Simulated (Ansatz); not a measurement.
## A defect in a wire: Nb wire along [100], 2 atoms a period, divacancy of Nb and Nb

What does the defect do to the conductance?

Method: DFT PBE, plane waves, PAW; relaxation of a wire's period, in the first sound run; inputs show where later runs differ, in Ansatz 0.2.0.

### 1. The starting structure

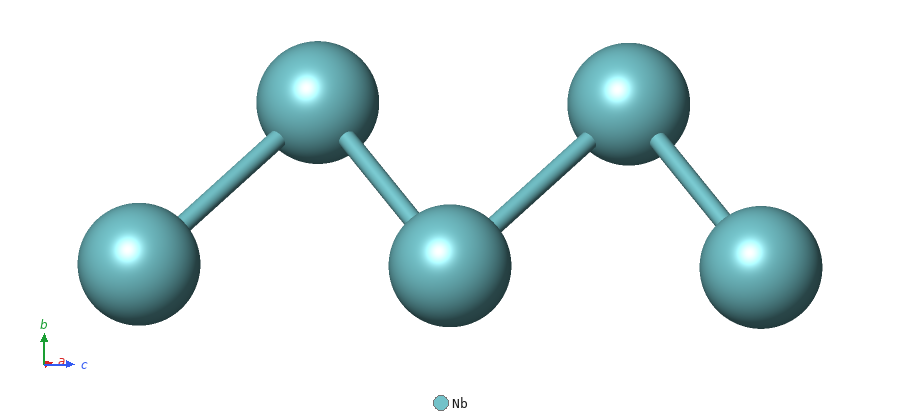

Start, viewed from the side, with the c axis across the page; niobium teal. 1×1×2 cells are drawn. Some periodic images of atoms are drawn too.

The cell holds 2 atoms: 2 Nb. Its edges and angles: a = 8.455 Å, b = 8.455 Å, c = 3.310 Å, α = 90.0°, β = 90.0°, γ = 90.0°. Vacuum lies along a and b. The structure's axis is c.

### 2. Relaxation of atoms and period

Band widths follow the bond lengths, so the wire is relaxed first. The atoms and the third cell vector are free; the box across stays fixed as vacuum. A Fermi-Dirac smearing is set since the result may be a metal. The pressure printed is a third of the stress's trace over the whole box, vacuum included; only the stress along the axis is relaxed.

File input.yaml:

```yaml
crystal:
  lattice:
    - [8.455, 0.0, 0.0]
    - [0.0, 8.455, 0.0]
    - [0.0, 0.0, 3.31]
  atoms:
    - { symbol: Nb, position: [0.402128918, 0.402128918, 0.0] }
    - { symbol: Nb, position: [0.597871082, 0.597871082, 0.5] }
kpoints:
  mp_grid: { grid: [1, 1, 25] }
scf:
  occupations: { method: fermi_dirac, width: 0.05 }
hamiltonian:
  xc: pbe
relax:
  cell: { fix: [a, b, alpha, beta, gamma] }
  max_steps: 60
```

Launch:

```console
$ ansatz run input.yaml --threads 8 --pin off --max-ram 16384MiB --backend cpu --events-out ev --progress --plain --runs-dir out
```

Numbers of over 12 decimals in the logs are rounded to 6 here.

The program printed:

```text
Engine: ansatz 0.2.0, aarch64-unknown-linux-gnu
Pseudopotentials: kind: paw
Pseudopotential: Nb, paw, valence charge 13, recommended cutoff 420 eV (normal), Nb.paw.azcp
Functional definition: PBE
  parameter kappa = 0.804
  parameter beta = 0.066725
  exchange = pbe_x(kappa = kappa, mu = beta*pi^2/3)
  correlation = pbe_c(beta = beta)
Crystal: 2 atoms, lattice volume = 236.622 Å³
Basis set: ecut = 420 eV, 4615 PW (Γ), exchange–correlation on 120×120×48 points (8 copies of the dense FFT grid, shifted against one another)
Bands: 17, of which v1, the nominal top of the filled ones, is band 13 counted from 1 (12 counted from 0)
Symmetry: 8 space group operations
Space group: Cmcm (ITA 63), of the structure as read, at distance tolerance 6.2e-5 Å
k-points: 13 of 25
Non-local potential: Nb, projectors of the file, l = 0: 3, l = 1: 2, l = 2: 2, l = 3: 1
PAW form: soft (Blöchl's): semilocal exchange-correlation on the pseudo side does not see the compensation charge
PAW one-centre angular grid: Nb, 590 points (default); XC on 64 Gauss nodes
Initial density: superposition of atomic densities (neutral atoms: chi_scale 0, normalization atom), corrected by the library's trained network
Initial wavefunctions: pseudopotential atomic-orbital guess
Functional: x = pbe(κ = 0.804, μ = 0.219515), c = pbe(β = 0.066725)
SCF iter   1: F=—  HF=-9096.806851 eV  |F-HF|=—  |Δ(HF+E_count)|=         —  Δρ=6.93e-3  dr2=7.15e-2  ethr=1.77e-3  ⟨swp⟩=5.2  Hψ=1016  notcnv=0
preconditioner: auto → LDOS  [metal: Δε(μ)=0.097 eV  Ē_g=1.723 eV  σ=0.050 eV  W_gap=0.44  n_scr=20 (ndim 8)  ℏωp=7.6 eV  f_vac=0.554  D(μ)=3.12/eV (n_scr^D=12)  β→1.0]
SCF iter   2: F=—  HF=-9096.807300 eV  |F-HF|=—  |Δ(HF+E_count)|=   4.49e-4  Δρ=2.34e-3  dr2=9.62e-3  ethr=2.75e-4  ⟨swp⟩=3.1  Hψ=547  notcnv=0
SCF iter   3: F=—  HF=-9096.806794 eV  |F-HF|=—  |Δ(HF+E_count)|=   5.06e-4  Δρ=5.82e-4  dr2=1.21e-3  ethr=3.70e-5  ⟨swp⟩=2.2  Hψ=409  notcnv=0
SCF iter   4: F=—  HF=-9096.806902 eV  |F-HF|=—  |Δ(HF+E_count)|=   1.08e-4  Δρ=2.24e-4  dr2=1.50e-4  ethr=4.67e-6  ⟨swp⟩=2.5  Hψ=346  notcnv=0
SCF iter   5: F=—  HF=-9096.806906 eV  |F-HF|=—  |Δ(HF+E_count)|=   4.21e-6  Δρ=7.70e-5  dr2=3.61e-5  ethr=5.75e-7  ⟨swp⟩=2.1  Hψ=348  notcnv=0
SCF iter   6: F=—  HF=-9096.806882 eV  |F-HF|=—  |Δ(HF+E_count)|=   2.41e-5  Δρ=2.32e-5  dr2=1.60e-6  ethr=1.39e-7  ⟨swp⟩=2.1  Hψ=286  notcnv=0
SCF iter   7: F=-9096.806882 eV  HF=-9096.806882 eV  |F-HF|=7.25e-8  |Δ(HF+E_count)|=   2.03e-7  Δρ=5.19e-6  dr2=8.92e-8  ethr=3.85e-10  ⟨swp⟩=3.5  Hψ=917  notcnv=0
SCF 1 converged in 7 iterations: F = -9096.806882 eV  dr2 = 8.92e-8
  greatest PAW one-centre occupation: 0.998 electrons in one spin orbital (limit 2), on the Nb atom at site 1 (counted from 0), in its partial waves of l = 0
relax step   1: F+E_penalty+E_count = -9096.80688227 eV  Δ(F+E_penalty+E_count) = +0.000e0 eV  max|allowed force component| = 3.096e0 eV/Å  Δτ_max = 0.0000 Å  P = -5.076 GPa  Ω = 236.622 Å³  fix = [a, b, alpha, beta, gamma]  reactions: a -3.753, b -3.753 GPa; gamma +3.486 GPa/rad  (7 SCF iters, dr2 threshold 1.00e-7 eV, accepted)
Crystal: 2 atoms, lattice volume = 232.833 Å³
Basis set: ecut = 420 eV, 4551 PW (Γ), exchange–correlation on 120×120×48 points (8 copies of the dense FFT grid, shifted against one another)
Initial density: handed on by an earlier stage of this run
Initial wavefunctions: those handed on with the density
iter 1 solved again at ethr=2.37e-3 eV; its pass at ethr=3.10e-3 eV (dr2=6.16e-1 eV) is discarded
SCF iter   1: F=—  HF=-9098.437488 eV  |F-HF|=—  |Δ(HF+E_count)|=         —  Δρ=1.36e-2  dr2=6.25e-1  ethr=2.37e-3  ⟨swp⟩=1.0  Hψ=1490  notcnv=0
preconditioner: auto → LDOS  [metal: Δε(μ)=0.058 eV  Ē_g=2.374 eV  σ=0.050 eV  W_gap=0.28  n_scr=20 (ndim 8)  ℏωp=7.7 eV  f_vac=0.579  D(μ)=2.92/eV (n_scr^D=12)  β→1.0]
SCF iter   2: F=—  HF=-9098.314512 eV  |F-HF|=—  |Δ(HF+E_count)|=   1.23e-1  Δρ=5.90e-3  dr2=7.85e-2  ethr=2.37e-3  ⟨swp⟩=3.2  Hψ=469  notcnv=0
SCF iter   3: F=—  HF=-9098.312673 eV  |F-HF|=—  |Δ(HF+E_count)|=   1.84e-3  Δρ=1.48e-3  dr2=1.68e-2  ethr=3.02e-4  ⟨swp⟩=3.3  Hψ=502  notcnv=0
SCF iter   4: F=—  HF=-9098.310762 eV  |F-HF|=—  |Δ(HF+E_count)|=   1.91e-3  Δρ=7.18e-4  dr2=1.79e-3  ethr=6.48e-5  ⟨swp⟩=2.2  Hψ=356  notcnv=0
SCF iter   5: F=—  HF=-9098.310351 eV  |F-HF|=—  |Δ(HF+E_count)|=   4.11e-4  Δρ=1.55e-4  dr2=1.08e-4  ethr=6.88e-6  ⟨swp⟩=2.0  Hψ=387  notcnv=0
SCF iter   6: F=—  HF=-9098.310386 eV  |F-HF|=—  |Δ(HF+E_count)|=   3.51e-5  Δρ=3.90e-5  dr2=5.50e-6  ethr=4.16e-7  ⟨swp⟩=2.0  Hψ=289  notcnv=0
SCF iter   7: F=—  HF=-9098.310393 eV  |F-HF|=—  |Δ(HF+E_count)|=   7.41e-6  Δρ=1.12e-5  dr2=3.28e-7  ethr=2.12e-8  ⟨swp⟩=2.0  Hψ=293  notcnv=0
SCF iter   8: F=-9098.310393 eV  HF=-9098.310393 eV  |F-HF|=1.75e-8  |Δ(HF+E_count)|=   2.27e-7  Δρ=3.12e-6  dr2=2.01e-8  ethr=7.69e-10  ⟨swp⟩=4.8  Hψ=789  notcnv=0
SCF 2 converged in 8 iterations: F = -9098.310393 eV  dr2 = 2.01e-8
relax step   2: F+E_penalty+E_count = -9098.31039328 eV  Δ(F+E_penalty+E_count) = -1.504e0 eV  max|allowed force component| = 1.186e0 eV/Å  Δτ_max = 0.1950 Å  P = -2.890 GPa  Ω = 232.833 Å³  energy of the carried Pulay correction = +8.950e-5 eV  fix = [a, b, alpha, beta, gamma]  reactions: a -1.369, b -1.369 GPa; gamma +1.142 GPa/rad  (8 SCF iters, dr2 threshold 2.00e-7 eV, accepted)
Crystal: 2 atoms, lattice volume = 221.154 Å³
Basis set: ecut = 420 eV, 4279 PW (Γ), exchange–correlation on 120×120×48 points (8 copies of the dense FFT grid, shifted against one another)
iter 1 solved again at ethr=6.69e-4 eV; its pass at ethr=3.10e-3 eV (dr2=1.74e-1 eV) is discarded
SCF iter   1: F=—  HF=-9098.698864 eV  |F-HF|=—  |Δ(HF+E_count)|=         —  Δρ=7.02e-3  dr2=1.77e-1  ethr=6.69e-4  ⟨swp⟩=1.2  Hψ=1557  notcnv=0
preconditioner: auto → LDOS  [metal: Δε(μ)=0.048 eV  Ē_g=2.765 eV  σ=0.050 eV  W_gap=0.24  n_scr=20 (ndim 8)  ℏωp=7.9 eV  f_vac=0.599  D(μ)=2.77/eV (n_scr^D=12)  β→1.0]
SCF iter   2: F=—  HF=-9098.657677 eV  |F-HF|=—  |Δ(HF+E_count)|=   4.12e-2  Δρ=3.22e-3  dr2=2.40e-2  ethr=6.69e-4  ⟨swp⟩=3.2  Hψ=445  notcnv=0
SCF iter   3: F=—  HF=-9098.657059 eV  |F-HF|=—  |Δ(HF+E_count)|=   6.18e-4  Δρ=7.23e-4  dr2=3.29e-3  ethr=9.24e-5  ⟨swp⟩=2.7  Hψ=457  notcnv=0
SCF iter   4: F=—  HF=-9098.656647 eV  |F-HF|=—  |Δ(HF+E_count)|=   4.11e-4  Δρ=2.84e-4  dr2=2.41e-4  ethr=1.27e-5  ⟨swp⟩=2.0  Hψ=310  notcnv=0
SCF iter   5: F=—  HF=-9098.656614 eV  |F-HF|=—  |Δ(HF+E_count)|=   3.35e-5  Δρ=5.86e-5  dr2=7.52e-6  ethr=9.28e-7  ⟨swp⟩=2.0  Hψ=371  notcnv=0
SCF iter   6: F=—  HF=-9098.656604 eV  |F-HF|=—  |Δ(HF+E_count)|=   9.80e-6  Δρ=1.89e-5  dr2=1.07e-6  ethr=2.89e-8  ⟨swp⟩=2.7  Hψ=395  notcnv=0
SCF iter   7: F=-9098.656604 eV  HF=-9098.656604 eV  |F-HF|=5.46e-8  |Δ(HF+E_count)|=   2.90e-7  Δρ=3.98e-6  dr2=3.17e-8  ethr=7.69e-10  ⟨swp⟩=5.0  Hψ=829  notcnv=0
SCF 3 converged in 7 iterations: F = -9098.656604 eV  dr2 = 3.17e-8
relax step   3: F+E_penalty+E_count = -9098.65660443 eV  Δ(F+E_penalty+E_count) = -3.462e-1 eV  max|allowed force component| = 8.324e-1 eV/Å  Δτ_max = 0.0874 Å  P = -0.558 GPa  Ω = 221.154 Å³  energy of the carried Pulay correction = +3.747e-4 eV  fix = [a, b, alpha, beta, gamma]  reactions: a +0.530, b +0.530 GPa; gamma -0.745 GPa/rad  (7 SCF iters, dr2 threshold 2.00e-7 eV, accepted)
[...]
relax step   4: F+E_penalty+E_count = -9098.94091563 eV  Δ(F+E_penalty+E_count) = -2.843e-1 eV  max|allowed force component| = 5.507e-2 eV/Å  Δτ_max = 0.0697 Å  P = -0.629 GPa  Ω = 209.440 Å³  energy of the carried Pulay correction = +6.758e-4 eV  fix = [a, b, alpha, beta, gamma]  reactions: a -0.162, b -0.162 GPa; gamma -0.031 GPa/rad  (7 SCF iters, dr2 threshold 2.00e-7 eV, accepted)
[...]
relax step   5: F+E_penalty+E_count = -9098.96944885 eV  Δ(F+E_penalty+E_count) = -2.853e-2 eV  max|allowed force component| = 1.377e-1 eV/Å  Δτ_max = 0.0224 Å  P = +0.263 GPa  Ω = 199.069 Å³  energy of the carried Pulay correction = +9.560e-4 eV  fix = [a, b, alpha, beta, gamma]  reactions: a -0.048, b -0.048 GPa; gamma -0.119 GPa/rad  (6 SCF iters, dr2 threshold 2.00e-7 eV, accepted)
[...]
relax step   6: F+E_penalty+E_count = -9098.97655197 eV  Δ(F+E_penalty+E_count) = -7.103e-3 eV  max|allowed force component| = 8.351e-2 eV/Å  Δτ_max = 0.0029 Å  P = -0.179 GPa  Ω = 201.434 Å³  energy of the carried Pulay correction = +8.910e-4 eV  fix = [a, b, alpha, beta, gamma]  reactions: a -0.302, b -0.302 GPa; gamma +0.125 GPa/rad  (5 SCF iters, dr2 threshold 2.00e-7 eV, accepted)
[...]
relax step   7: F+E_penalty+E_count = -9098.97743967 eV  Δ(F+E_penalty+E_count) = -8.877e-4 eV  max|allowed force component| = 1.072e-2 eV/Å  Δτ_max = 0.0070 Å  P = -0.136 GPa  Ω = 202.346 Å³  energy of the carried Pulay correction = +8.661e-4 eV  fix = [a, b, alpha, beta, gamma]  reactions: a -0.202, b -0.202 GPa; gamma +0.019 GPa/rad  (6 SCF iters, dr2 threshold 2.00e-7 eV, accepted)
[...]
relax step   8: F+E_penalty+E_count = -9098.97745202 eV  Δ(F+E_penalty+E_count) = -1.235e-5 eV  max|allowed force component| = 5.896e-4 eV/Å  Δτ_max = 0.0009 Å  P = -0.136 GPa  Ω = 202.192 Å³  energy of the carried Pulay correction = +8.703e-4 eV  fix = [a, b, alpha, beta, gamma]  reactions: a -0.212, b -0.212 GPa; gamma +0.030 GPa/rad  (5 SCF iters, dr2 threshold 7.18e-9 eV, accepted)
Basis set: ecut = 420 eV, 3925 PW (Γ), exchange–correlation on 120×120×40 points (8 copies of the dense FFT grid, shifted against one another)
Initial wavefunctions: pseudopotential atomic-orbital guess (no wavefunctions were taken with the density)
iter 1 solved again at ethr=2.36e-7 eV; its pass at ethr=3.10e-3 eV (dr2=6.13e-5 eV) is discarded
SCF iter   1: F=—  HF=-9098.976807 eV  |F-HF|=—  |Δ(HF+E_count)|=         —  Δρ=9.86e-5  dr2=2.42e-6  ethr=2.36e-7  ⟨swp⟩=3.8  Hψ=1800  notcnv=0
preconditioner: auto → LDOS  [metal: Δε(μ)=0.052 eV  Ē_g=2.777 eV  σ=0.050 eV  W_gap=0.25  n_scr=20 (ndim 8)  ℏωp=8.3 eV  f_vac=0.589  D(μ)=2.38/eV (n_scr^D=8)  β→1.0]
SCF iter   2: F=—  HF=-9098.976731 eV  |F-HF|=—  |Δ(HF+E_count)|=   7.67e-5  Δρ=1.23e-5  dr2=1.58e-7  ethr=9.32e-9  ⟨swp⟩=2.0  Hψ=390  notcnv=0
SCF iter   3: F=—  HF=-9098.976730 eV  |F-HF|=—  |Δ(HF+E_count)|=   4.06e-8  Δρ=3.85e-6  dr2=3.96e-8  ethr=6.08e-10  ⟨swp⟩=2.0  Hψ=391  notcnv=0
SCF iter   4: F=—  HF=-9098.976730 eV  |F-HF|=—  |Δ(HF+E_count)|=   1.05e-8  Δρ=8.74e-7  dr2=2.99e-9  ethr=1.52e-10  ⟨swp⟩=2.1  Hψ=354  notcnv=0
SCF iter   5: F=—  HF=-9098.976730 eV  |F-HF|=—  |Δ(HF+E_count)|=  5.35e-10  Δρ=1.94e-7  dr2=6.55e-11  ethr=1.15e-11  ⟨swp⟩=3.0  Hψ=407  notcnv=0
SCF iter   6: F=-9098.976730 eV  HF=-9098.976730 eV  |F-HF|=5.46e-12  |Δ(HF+E_count)|=  2.36e-11  Δρ=8.10e-8  dr2=1.26e-11  ethr=1.00e-12  ⟨swp⟩=6.2  Hψ=1004  notcnv=0
SCF 9 converged in 6 iterations: F = -9098.976730 eV  dr2 = 1.26e-11
relax step   9: F+E_penalty+E_count = -9098.97673048 eV  Δ(F+E_penalty+E_count) = +7.215e-4 eV  max|allowed force component| = 8.897e-4 eV/Å  Δτ_max = 0.0000 Å  P = -0.136 GPa  Ω = 202.192 Å³  fix = [a, b, alpha, beta, gamma]  reactions: a -0.211, b -0.211 GPa; gamma +0.029 GPa/rad  stress off target by 1.42e-2 GPa on what of the cell is left free  SCF on the basis re-selected at this cell (its energy is not comparable with the rows above)  (6 SCF iters)
basis re-selected at this cell: Δ(F+E_penalty+E_count) = +7.215e-4 eV, ΔP = -0.000 GPa vs the last step (what re-selecting the basis moved, of the pressure what is left beyond the Pulay correction that the steps carried, after the strain that the cell walked since its last selection, with what the two solves' SCF thresholds leave and, on support functions, any second-order correction that the steps lacked; it is no measure of the basis error at this ecutwfc). The dense FFT grid was sized anew with the basis: this SCF ran on 60×60×20 points, the steps before it on 60×60×24, so part of this shift can come from that change (see relax.cell in the input reference). [rest of the remark cut]
SCF converged after 6 iterations
Free energy (F): -9098.976730 eV
Harris-Foulkes:  -9098.976730 eV  (|F-HF|=5.46e-12)
Internal energy: -9098.958637 eV  (E = F + TS)
E sigma→0 (E₀):  -9098.967684 eV
Entropy (-TS):   -0.018093 eV (-9.047 meV/atom)
Fermi energy:    0.493562 eV
--- Per-component energies (eV) ---
  E_band       = -590.569148
  E_kinetic    = 789.747969
  E_local      = -5911.867848  (includes V_loc(G=0)·N_el)
  E_nonlocal   = 247.921847
  E_hartree    = 2460.800942
  E_xc         = -346.435299
  E_vxc        = -419.553894  (∫ρ·V_xc dr)
  E_paw        = -6149.234760  (= ΣΔE_a)
  E_vpaw       = -218.419262  (= ΣTr[D̂ρ^β])
  E_aug_tail   = 0.000015  (compensation charges beyond the density's cutoff)
  E_ewald      = -189.891502
  E_smearing   = -0.018093  (= −TS)
  E_closure    = 0.000000  (closes the sum)
  Σ components = -9098.976730   (vs F -9098.976730, Δ=0.00e0)
--- Forces (eV/Å), atoms counted from 1 ---
  atom   1  Nb    -0.00088970    -0.00088970     0.00000000
  atom   2  Nb     0.00088970     0.00088970     0.00000000
  max |Σ_I F_I| component: 1.08e-19 eV/Å
--- Stress (GPa, compression-positive) ---
       -0.211489      -0.029277       0.000000
       -0.029277      -0.211489       0.000000
        0.000000       0.000000       0.014154
  P = ⅓ Tr σ = -0.1363 GPa (-1.363 kbar)
--- Relaxed structure (8 steps of the walk, 8 accepted, 1 SCFs on fresh bases) ---
  F+E_penalty+E_count = -9098.97673048 eV   max|allowed force component| = 8.897e-4 eV/Å   (the final SCF, on the basis selected at the relaxed cell)
  cell:  # Å, volume = 202.1921 Å³
    - [8.455, 0, 0.0]
    - [0, 8.455, 0.0]
    - [0.0, 0.0, 2.828375]
  atoms:
    - { symbol: Nb, position: [0.418312, 0.418312, 0.0] }
    - { symbol: Nb, position: [0.581688, 0.581688, 0.5] }
```

Run time: 3.4 s. Hardware: 8 threads of Arm Neoverse V2, shared host; peak memory 0.56 GiB.

Step by step:

| step | energy less that of the first step (eV) | largest force component (eV/Å) | pressure (GPa) | volume (Å³) |
| --- | --- | --- | --- | --- |
| 1 | 0.0000 | 3.0964 | -5.08 | 236.62 |
| 2 | -1.5035 | 1.1864 | -2.89 | 232.83 |
| 3 | -1.8497 | 0.8324 | -0.56 | 221.15 |
| 4 | -2.1340 | 0.0551 | -0.63 | 209.44 |
| 5 | -2.1626 | 0.1377 | 0.26 | 199.07 |
| 6 | -2.1697 | 0.0835 | -0.18 | 201.43 |
| 7 | -2.1706 | 0.0107 | -0.14 | 202.35 |
| 8 | -2.1706 | 0.0006 | -0.14 | 202.19 |
| 9* | -2.1698 | 0.0009 | -0.14 | 202.19 |

Relaxation steps marked * repeat the geometry before them on a plane-wave basis chosen anew for their cell, so energy and pressure can jump there.

Forces are held to the 8 operations that the run works with; a distortion that breaks them can't arise in this run.

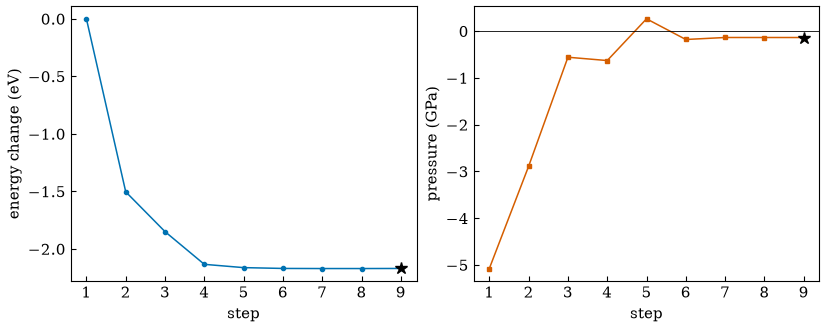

Energy and pressure along the relaxation. Stars mark steps on a basis chosen anew.

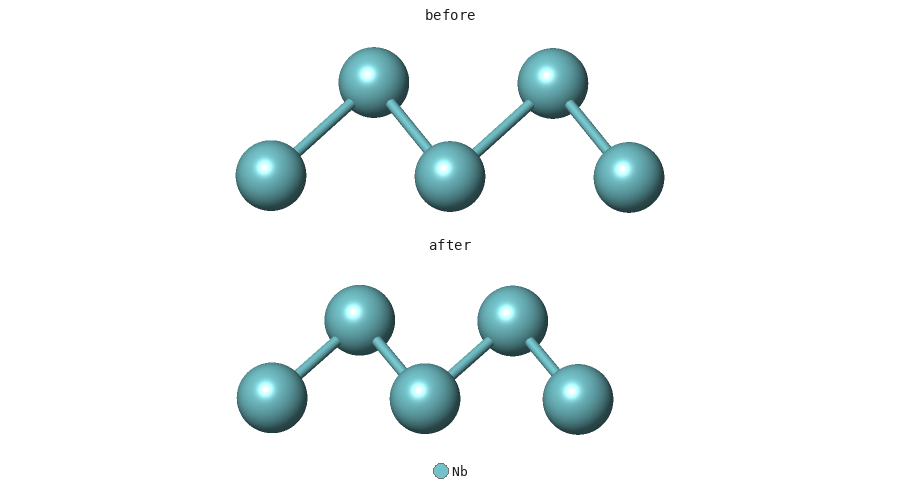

The structure before and after the relaxation, drawn at the same scale.

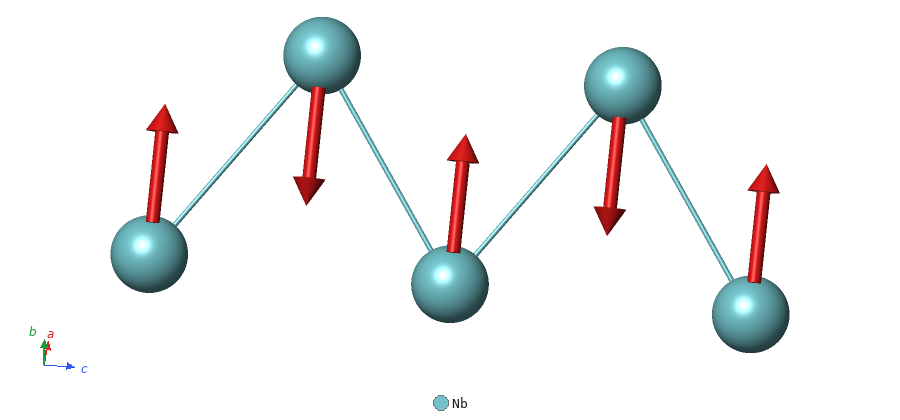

Displacements in the relaxation, exaggerated, measured against the changing cell; the longest in the cell stands for 0.19 Å. 1×1×2 cells are drawn. Some periodic images of atoms are drawn too.

| cell as run | before | after | change |
| --- | --- | --- | --- |
| c (Å) | 3.310 | 2.828 | -14.6 % |

The atoms that moved most (Å, along periodic axes as changes of fractional coordinates times the final cell, across vacuum about the mean position):

| atom | dx | dy | dz | length |
| --- | --- | --- | --- | --- |
| Nb1 | 0.137 | 0.137 | 0.000 | 0.193 |
| Nb2 | -0.137 | -0.137 | 0.000 | 0.193 |

The relaxed structure:

```xyz
2
Lattice="8.4550 0.0000 0.0000 0.0000 8.4550 0.0000 0.0000 0.0000 2.8284" Properties=species:S:1:pos:R:3
Nb    3.5368    3.5368    0.0000
Nb    4.9182    4.9182    1.4142
```

This step gave:

```yaml
energy_at_zero_smearing: -9098.9677 eV
cell_length_along_the_wire: 2.828 Å
```

The cell's length comes to 2.828 Å with spin left out. That is -15 % against the start, more than a small adjustment.

(Continued in part 2 of 3.)

[Logs are printed without paths, hosts, clocks, repeated set-up lines and the standing remarks that a program may print on its own settings, such as how far it seeks lower states.]

[Hosts, paths, dates, database ids (printed as entryN), source tags and the programs' standing remarks are cut or masked in the printed files.]
